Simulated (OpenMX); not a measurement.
# Energy of Zn along an even scaling of the cell

System: Zn (P6₃/mmc, 2 atoms in the cell).
Method: Kohn-Sham DFT of a periodic cell, PBE, OpenMX 2013 PBE set, no spin polarisation (OpenMX 3.8.5).

The 7 runs differ only in the geometry, by an even scaling of the cell at fixed fractional positions. The structure derives from an entry of the Crystallography Open Database.

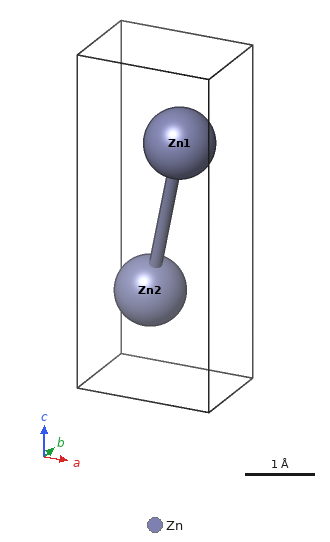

Figure 1. The structure of run 4 (ball-and-stick view of the cell of the calculation, seen slightly off an axis; atoms are numbered from 1 in the order of the input).

### Input of run 4
```
System.CurrrentDirectory             ./
System.Name                          Zn
DATA.PATH                            ./DFT_DATA13
level.of.stdout                      1
level.of.fileout                     1
Species.Number                       1
<Definition.of.Atomic.Species
  Zn  Zn6.0H-s2p2d1          Zn_PBE13H
Definition.of.Atomic.Species>

Atoms.Number                         2
Atoms.SpeciesAndCoordinates.Unit     FRAC
<Atoms.SpeciesAndCoordinates
    1  Zn    0.6666666667    0.3333333333    0.7500000000  10.000 10.000
    2  Zn    0.3333333333    0.6666666667    0.2500000000  10.000 10.000
Atoms.SpeciesAndCoordinates>

Atoms.UnitVectors.Unit               Ang
<Atoms.UnitVectors
     2.6700000000    0.0000000000    0.0000000000
    -1.3350000000    2.3122878281    0.0000000000
     0.0000000000    0.0000000000    4.9660000000
Atoms.UnitVectors>

scf.XcType                           GGA-PBE
scf.SpinPolarization                 off
scf.ElectronicTemperature            580.226
scf.energycutoff                     500.0
scf.maxIter                          100
scf.EigenvalueSolver                 band
scf.Kgrid                            11 11 7
scf.Mixing.Type                      rmm-diisk
scf.Init.Mixing.Weight               0.05
scf.Min.Mixing.Weight                0.001
scf.Max.Mixing.Weight                0.3
scf.Mixing.History                   25
scf.Mixing.StartPulay                8
scf.criterion                        1.0e-8
scf.stress.tensor                    on
MD.Type                              nomd
Band.dispersion                      on
Band.Nkpath                          9
<Band.kpath
    9   0.000000  0.000000  0.000000    0.500000  0.000000  0.000000  G M
    5   0.500000  0.000000  0.000000    0.333333  0.333333  0.000000  M K
   10   0.333333  0.333333  0.000000    0.000000  0.000000  0.000000  K G
    4   0.000000  0.000000  0.000000    0.000000  0.000000  0.500000  G A
    9   0.000000  0.000000  0.500000    0.500000  0.000000  0.500000  A L
    5   0.500000  0.000000  0.500000    0.333333  0.333333  0.500000  L H
   10   0.333333  0.333333  0.500000    0.000000  0.000000  0.500000  H A
    4   0.500000  0.000000  0.500000    0.500000  0.000000  0.000000  L M
    4   0.333333  0.333333  0.000000    0.333333  0.333333  0.500000  K H
Band.kpath>
```

Command:
```bash
openmx Zn.dat -nt 1 > Zn.std
```

Run 5 has the same physical settings and fractional positions; its lattice vectors (Å) are:
```
   2.687683    0.000000    0.000000
  -1.343841    2.327601    0.000000
   0.000000    0.000000    4.998888
```

### Results, with one run withheld

```tsv
run	volume per atom (Å³)	free energy per atom, from the lowest run given (meV)
1	14.410	39.03
2	14.716	23.84
3	15.023	12.82
4	15.330	5.61
5	15.636	?
6	15.943	0.00
7	16.249	1.41
```

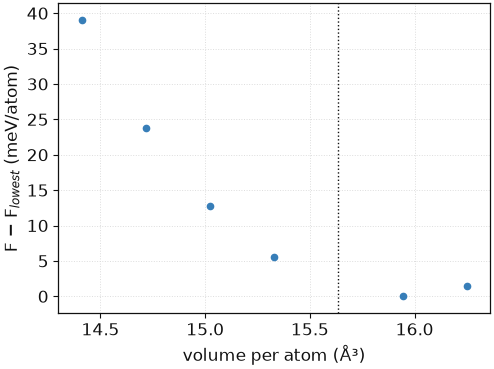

Figure 2. Free energy per atom of the runs given; the dotted line marks run 5.

Fit the runs given and predict run 5.

A cubic polynomial in V^(−2/3) (the Birch–Murnaghan form), fitted to the 6 runs given, misses them by at most 0.12 meV per atom. With x = V^(−2/3) − 0.16257 Å⁻², it reads F = 6.9562 + 2969.4 x + 3.2755e+05 x² + 1.3036e+06 x³ (meV per atom). At run 5 it gives 1.37 meV per atom, and the run itself gives 1.33. The fit has its minimum at 15.937 Å³ per atom, where V d²F/dV² gives 68.9 GPa. Cell shape and fractional positions are held, so this is the stiffness under even scaling; the relaxed bulk modulus wasn't computed.

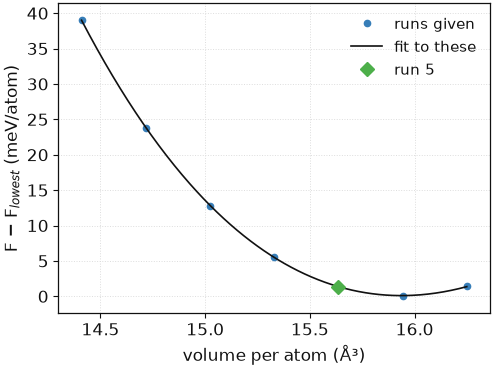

Figure 3. The fit and the withheld run.

### Some lines of the output (run 5)
```
[...]
  Cell_Volume =    211.036001024537 (Bohr^3)
        Total energy (Hartree) at MD = 1
   kloop=0
   kloop=1
   kloop=423
```

Notes: With a small basis of atomic orbitals these values can differ much from converged plane-wave results.
